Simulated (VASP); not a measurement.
# Geometry relaxation, with input and output: Li (part 2 of 2)

Li (3 atoms in the cell); Kohn-Sham DFT of a periodic cell, PBE, VASP PAW PBE potentials, recommended, no spin polarisation (VASP 6.6.1); cutoff 520 eV, 13×13×13 k-mesh, Gaussian smearing of 0.1 eV. The structure derives from an entry of the Crystallography Open Database.

Geometry of the input (Å; fractional positions):
```
1.5505  0.8952  7.5883
-1.5505  0.8952  7.5883
0.0000  -1.7904  7.5883
Li 0.0000  0.0000  0.0000
Li 0.2220  0.2220  0.2220
Li 0.7780  0.7780  0.7780
```

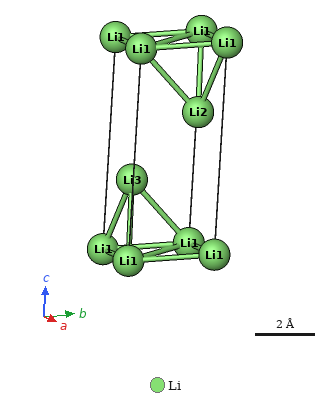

*The geometry at step 3 of the log (ball-and-stick view of the reduced cell, seen slightly off an axis; atoms are numbered from 1 in the order of the input).*

### Parts of OUTCAR, continued
```
 -----------------------------------------------------------------------------------
      0.00000      0.00000      0.00000         0.000000     -0.000000      0.000000
      0.00000      0.00000      5.05381        -0.000000     -0.000000      0.010816
      0.00000      0.00000     17.71109        -0.000000      0.000000     -0.010816
 -----------------------------------------------------------------------------------
    total drift:                               -0.000000     -0.000000      0.000000

  FREE ENERGIE OF THE ION-ELECTRON SYSTEM (eV)
  ---------------------------------------------------
  free  energy   TOTEN  =        -5.7142362161 eV

  energy  without entropy=       -5.7051871859  energy(sigma->0) =       -5.70971170

--------------------------------------- Ionic step        2  -------------------------------------------

 number of electron       9.0000012 magnetization

------------------------ aborting loop because EDIFF is reached ----------------------------------------

  FORCE on cell =-STRESS in cart. coord.  units (eV):
  Direction    XX          YY          ZZ          XY          YZ          ZX
  --------------------------------------------------------------------------------------
  -------------------------------------------------------------------------------------
  Total       -0.1943829     -0.1943829     -0.1132216      0.0000000      0.0000000      0.0000000
  in kB       -4.9829317     -4.9829317     -2.9023931      0.0000000      0.0000000      0.0000000
  external PRESSURE =      -4.2894188 kB  Pullay stress =       0.0000000 kB

 VOLUME and BASIS-vectors are now :
 -----------------------------------------------------------------------------
  energy-cutoff  :      520.00
  volume of cell :       62.50
      direct lattice vectors                 reciprocal lattice vectors
     1.544067432  0.891467745  7.567642242     0.323820055  0.186957596  0.044047184
    -1.544067432  0.891467745  7.567642242    -0.323820055  0.186957596  0.044047184
     0.000000000 -1.782935490  7.567642242     0.000000000 -0.373915192  0.044047184

 POSITION                                       TOTAL-FORCE (eV/Angst)
 -----------------------------------------------------------------------------------
      0.00000     -0.00000      0.00000        -0.000000     -0.000000     -0.000000
      0.00000      0.00000      5.04057         0.000000      0.000000      0.009996
      0.00000      0.00000     17.66236        -0.000000     -0.000000     -0.009996
 -----------------------------------------------------------------------------------
    total drift:                                0.000000      0.000000      0.000000

  FREE ENERGIE OF THE ION-ELECTRON SYSTEM (eV)
  ---------------------------------------------------
  free  energy   TOTEN  =        -5.7165127254 eV

  energy  without entropy=       -5.7075164302  energy(sigma->0) =       -5.71201458

--------------------------------------- Ionic step        3  -------------------------------------------

 number of electron       9.0000011 magnetization

------------------------ aborting loop because EDIFF is reached ----------------------------------------

  FORCE on cell =-STRESS in cart. coord.  units (eV):
  Direction    XX          YY          ZZ          XY          YZ          ZX
  --------------------------------------------------------------------------------------
  -------------------------------------------------------------------------------------
  Total       -0.0190016     -0.0190016      0.0412463      0.0000000      0.0000000     -0.0000000
  in kB       -0.5027032     -0.5027032      1.0912052      0.0000000      0.0000000     -0.0000000
  external PRESSURE =       0.0285996 kB  Pullay stress =       0.0000000 kB

 VOLUME and BASIS-vectors are now :
 -----------------------------------------------------------------------------
  energy-cutoff  :      520.00
  volume of cell :       60.56
      direct lattice vectors                 reciprocal lattice vectors
     1.525829668  0.880938167  7.509072895     0.327690574  0.189192242  0.044390744
    -1.525829668  0.880938167  7.509072895    -0.327690574  0.189192242  0.044390744
     0.000000000 -1.761876334  7.509072895     0.000000000 -0.378384483  0.044390744

 POSITION                                       TOTAL-FORCE (eV/Angst)
 -----------------------------------------------------------------------------------
      0.00000     -0.00000      0.00000         0.000000     -0.000000      0.000000
      0.00000      0.00000      5.00303         0.000000     -0.000000      0.007457
      0.00000      0.00000     17.52419        -0.000000      0.000000     -0.007457
 -----------------------------------------------------------------------------------
    total drift:                               -0.000000      0.000000      0.000000

  FREE ENERGIE OF THE ION-ELECTRON SYSTEM (eV)
  ---------------------------------------------------
  free  energy   TOTEN  =        -5.7193714194 eV

  energy  without entropy=       -5.7105236061  energy(sigma->0) =       -5.71494751

--------------------------------------- Ionic step        4  -------------------------------------------

 number of electron       9.0000011 magnetization

------------------------ aborting loop because EDIFF is reached ----------------------------------------

  FORCE on cell =-STRESS in cart. coord.  units (eV):
  Direction    XX          YY          ZZ          XY          YZ          ZX
  --------------------------------------------------------------------------------------
  -------------------------------------------------------------------------------------
  Total       -0.0132003     -0.0132003      0.0463667      0.0000000      0.0000000      0.0000000
  in kB       -0.3495389     -0.3495389      1.2277710      0.0000000      0.0000000      0.0000000
  external PRESSURE =       0.1762310 kB  Pullay stress =       0.0000000 kB

 VOLUME and BASIS-vectors are now :
 -----------------------------------------------------------------------------
  energy-cutoff  :      520.00
  volume of cell :       60.51
      direct lattice vectors                 reciprocal lattice vectors
     1.525313512  0.880640164  7.507415295     0.327801463  0.189256263  0.044400545
    -1.525313512  0.880640164  7.507415295    -0.327801463  0.189256263  0.044400545
     0.000000000 -1.761280329  7.507415295     0.000000000 -0.378512526  0.044400545

 POSITION                                       TOTAL-FORCE (eV/Angst)
 -----------------------------------------------------------------------------------
      0.00000     -0.00000      0.00000         0.000000      0.000000      0.000000
      0.00000      0.00000      5.00196         0.000000     -0.000000      0.007278
      0.00000      0.00000     17.52028        -0.000000      0.000000     -0.007278
 -----------------------------------------------------------------------------------
    total drift:                               -0.000000      0.000000     -0.000000

  FREE ENERGIE OF THE ION-ELECTRON SYSTEM (eV)
  ---------------------------------------------------
  free  energy   TOTEN  =        -5.7193742451 eV

  energy  without entropy=       -5.7105306180  energy(sigma->0) =       -5.71495243

--------------------------------------- Ionic step        5  -------------------------------------------

 number of electron       9.0000011 magnetization

------------------------ aborting loop because EDIFF is reached ----------------------------------------

  FORCE on cell =-STRESS in cart. coord.  units (eV):
  Direction    XX          YY          ZZ          XY          YZ          ZX
  --------------------------------------------------------------------------------------
  -------------------------------------------------------------------------------------
  Total       -0.0119847     -0.0119847      0.0355388      0.0000000      0.0000000      0.0000000
  in kB       -0.3173045     -0.3173045      0.9409173      0.0000000      0.0000000      0.0000000
  external PRESSURE =       0.1021028 kB  Pullay stress =       0.0000000 kB

 VOLUME and BASIS-vectors are now :
 -----------------------------------------------------------------------------
  energy-cutoff  :      520.00
  volume of cell :       60.51
      direct lattice vectors                 reciprocal lattice vectors
     1.524592401  0.880223831  7.515603417     0.327956508  0.189345779  0.044352172
    -1.524592401  0.880223831  7.515603417    -0.327956508  0.189345779  0.044352172
     0.000000000 -1.760447662  7.515603417     0.000000000 -0.378691557  0.044352172

 POSITION                                       TOTAL-FORCE (eV/Angst)
 -----------------------------------------------------------------------------------
      0.00000     -0.00000      0.00000        -0.000000      0.000000      0.000000
      0.00000      0.00000      5.00799         0.000000     -0.000000      0.006027
      0.00000      0.00000     17.53882        -0.000000      0.000000     -0.006027
 -----------------------------------------------------------------------------------
    total drift:                               -0.000000     -0.000000      0.000000

  FREE ENERGIE OF THE ION-ELECTRON SYSTEM (eV)
  ---------------------------------------------------
  free  energy   TOTEN  =        -5.7194385169 eV

  energy  without entropy=       -5.7106347178  energy(sigma->0) =       -5.71503662

--------------------------------------- Ionic step        6  -------------------------------------------

 number of electron       9.0000012 magnetization

 Free energy of the ion-electron system (eV)
  ---------------------------------------------------
  ext. energy  EPLUGINS =         0.00000000
  ---------------------------------------------------
  free energy    TOTEN  =        -5.71954942 eV

  energy without entropy =       -5.71084140  energy(sigma->0) =       -5.71519541

 E-fermi :   0.6555     XC(G=0):  -7.0551     alpha+bet : -7.4122

 val. band max:        0.6505678487   @ k =  -0.4615   0.4615   0.0769
 cond. band min:       0.6626563548   @ k =  -0.1538   0.2308   0.0769
 fundamental gap:      0.0120885061
 Fermi energy:         0.6555414656

 k-point     1 :       0.0000    0.0000    0.0000
  band No.  band energies     occupation
      1     -45.8823      2.00000
      2     -45.8695      2.00000
      3     -45.8691      2.00000
      4      -2.9291      2.00000
      5      -0.9975      2.00000
      6      -0.9973      2.00000
      7       6.2108      0.00000
      8       6.2132      0.00000

 k-point     2 :       0.0769   -0.0000    0.0000
  band No.  band energies     occupation
      1     -45.8814      2.00000
      2     -45.8691      2.00000
      3     -45.8683      2.00000
      4      -2.8328      2.00000
      5      -0.9903      2.00000
      6      -0.7988      2.00000
      7       6.0546      0.00000
      8       6.4850      0.00000

 k-point     3 :       0.1538    0.0000    0.0000
  band No.  band energies     occupation
      1     -45.8787      2.00000
      2     -45.8677      2.00000
      3     -45.8663      2.00000
      4      -2.5441      2.00000
      5      -0.7827      2.00000
      6      -0.3930      2.00000
      7       5.9844      0.00000
      8       6.8660      0.00000

 k-point     4 :       0.2308   -0.0000    0.0000
  band No.  band energies     occupation
      1     -45.8748      2.00000
      2     -45.8655      2.00000
      3     -45.8638      2.00000
      4      -2.0627      2.00000
      5      -0.3835      2.00000
      6       0.2138      2.00000
      7       5.8731      0.00000
      8       7.2197      0.00000

 k-point     5 :       0.3077    0.0000    0.0000
  band No.  band energies     occupation
      1     -45.8705      2.00000
      2     -45.8632      2.00000
      3     -45.8615      2.00000
      4      -1.3923      2.00000
      5       0.1887      2.00000
      6       0.9896      0.00000
      7       5.2791      0.00000
      8       6.7172      0.00000

 [... the levels of 18 k-points are left out ...]

 k-point    24 :       0.4615    0.1538    0.0000
  band No.  band energies     occupation
      1     -45.8651      2.00000
      2     -45.8612      2.00000
      3     -45.8591      2.00000
      4      -0.1986      2.00000
      5       0.9468      0.00004
      6       2.4007      0.00000
      7       4.3571      0.00000
      8       5.7847      0.00000

 [... further k-points ...]

------------------------ aborting loop because EDIFF is reached ----------------------------------------

  FORCE on cell =-STRESS in cart. coord.  units (eV):
  Direction    XX          YY          ZZ          XY          YZ          ZX
  --------------------------------------------------------------------------------------
  -------------------------------------------------------------------------------------
  Total       -0.0033130     -0.0033130      0.0077083      0.0000000      0.0000000      0.0000000
  in kB       -0.0876778     -0.0876778      0.2039958      0.0000000      0.0000000      0.0000000
  external PRESSURE =       0.0095467 kB  Pullay stress =       0.0000000 kB

 VOLUME and BASIS-vectors are now :
 -----------------------------------------------------------------------------
  energy-cutoff  :      520.00
  volume of cell :       60.54
      direct lattice vectors                 reciprocal lattice vectors
     1.522429069  0.878974830  7.540167784     0.328422526  0.189614834  0.044207681
    -1.522429069  0.878974830  7.540167784    -0.328422526  0.189614834  0.044207681
     0.000000000 -1.757949661  7.540167784     0.000000000 -0.379229668  0.044207681

 POSITION                                       TOTAL-FORCE (eV/Angst)
 -----------------------------------------------------------------------------------
      0.00000      0.00000      0.00000        -0.000000      0.000000     -0.000000
      0.00000      0.00000      5.02609         0.000000      0.000000      0.002301
      0.00000      0.00000     17.59442        -0.000000     -0.000000     -0.002301
 -----------------------------------------------------------------------------------
    total drift:                               -0.000000     -0.000000      0.000000

  FREE ENERGIE OF THE ION-ELECTRON SYSTEM (eV)
  ---------------------------------------------------
  free  energy   TOTEN  =        -5.7195494153 eV

  energy  without entropy=       -5.7108414035  energy(sigma->0) =       -5.71519541

 reached required accuracy - stopping structural energy minimisation
```

### CONTCAR
```
Li
   1.00000000000000
     1.5224290686841648    0.8789748303772303    7.5401677835407508
    -1.5224290686841648    0.8789748303772303    7.5401677835407508
     0.0000000000000000   -1.7579496607544607    7.5401677835407508
  Li
     3
Direct
     0.0000000000000000    0.0000000000000000    0.0000000000000000
     0.2221916329511978    0.2221916329511978    0.2221916329511978
     0.7778083670488022    0.7778083670488022    0.7778083670488022

  0.00000000E+00  0.00000000E+00  0.00000000E+00
  0.00000000E+00  0.00000000E+00  0.00000000E+00
  0.00000000E+00  0.00000000E+00  0.00000000E+00
```

### Trajectory as extended XYZ (Å, eV, eV/Å), 6 frames, from step=0 to step=5
```
3
Lattice="1.5505 0.8952 7.5883 -1.5505 0.8952 7.5883 0.0000 -1.7904 7.5883" Properties=species:S:1:pos:R:3:forces:R:3 step=0 energy=-5.71424
Li    0.0000    0.0000    0.0000    0.0000   0.0000   0.0000
Li    0.0000    0.0000    5.0538    0.0000   0.0000   0.0108
Li    0.0000    0.0000   17.7111    0.0000   0.0000  -0.0108
3
Lattice="1.5441 0.8915 7.5676 -1.5441 0.8915 7.5676 0.0000 -1.7829 7.5676" Properties=species:S:1:pos:R:3:forces:R:3 step=1 energy=-5.71651
Li    0.0000    0.0000    0.0000    0.0000   0.0000   0.0000
Li    0.0000    0.0000    5.0406    0.0000   0.0000   0.0100
Li    0.0000    0.0000   17.6624    0.0000   0.0000  -0.0100
3
Lattice="1.5258 0.8809 7.5091 -1.5258 0.8809 7.5091 0.0000 -1.7619 7.5091" Properties=species:S:1:pos:R:3:forces:R:3 step=2 energy=-5.71937
Li    0.0000    0.0000    0.0000    0.0000   0.0000   0.0000
Li    0.0000    0.0000    5.0030    0.0000   0.0000   0.0075
Li    0.0000    0.0000   17.5242    0.0000   0.0000  -0.0075
3
Lattice="1.5253 0.8806 7.5074 -1.5253 0.8806 7.5074 0.0000 -1.7613 7.5074" Properties=species:S:1:pos:R:3:forces:R:3 step=3 energy=-5.71937
Li    0.0000    0.0000    0.0000    0.0000   0.0000   0.0000
Li    0.0000    0.0000    5.0020    0.0000   0.0000   0.0073
Li    0.0000    0.0000   17.5203    0.0000   0.0000  -0.0073
3
Lattice="1.5246 0.8802 7.5156 -1.5246 0.8802 7.5156 0.0000 -1.7604 7.5156" Properties=species:S:1:pos:R:3:forces:R:3 step=4 energy=-5.71944
Li    0.0000    0.0000    0.0000    0.0000   0.0000   0.0000
Li    0.0000    0.0000    5.0080    0.0000   0.0000   0.0060
Li    0.0000    0.0000   17.5388    0.0000   0.0000  -0.0060
3
Lattice="1.5224 0.8790 7.5402 -1.5224 0.8790 7.5402 0.0000 -1.7579 7.5402" Properties=species:S:1:pos:R:3:forces:R:3 step=5 energy=-5.71955
Li    0.0000    0.0000    0.0000    0.0000   0.0000   0.0000
Li    0.0000    0.0000    5.0261    0.0000   0.0000   0.0023
Li    0.0000    0.0000   17.5944    0.0000   0.0000  -0.0023
```

### Key numbers

```tsv
quantity	value
outcome	converged
space group (tolerance 0.01 Å)	R-3m (166)
electrons treated	9
free energy	−5.7195 eV
Fermi energy	0.656 eV
gap on the k-point mesh	none (metallic)
pressure	0.00 GPa
final volume	60.54 Å³
largest force (length of the vector) at the end	0.002 eV/Å
final cell	a = 7.742 Å, b = 7.742 Å, c = 7.742 Å, α = 22.68°, β = 22.68°, γ = 22.68°
hardware	1 thread of AMD EPYC (Zen 3), 360 GiB of memory available, shared host
wall time	43 min
peak memory	0.51 GiB
```
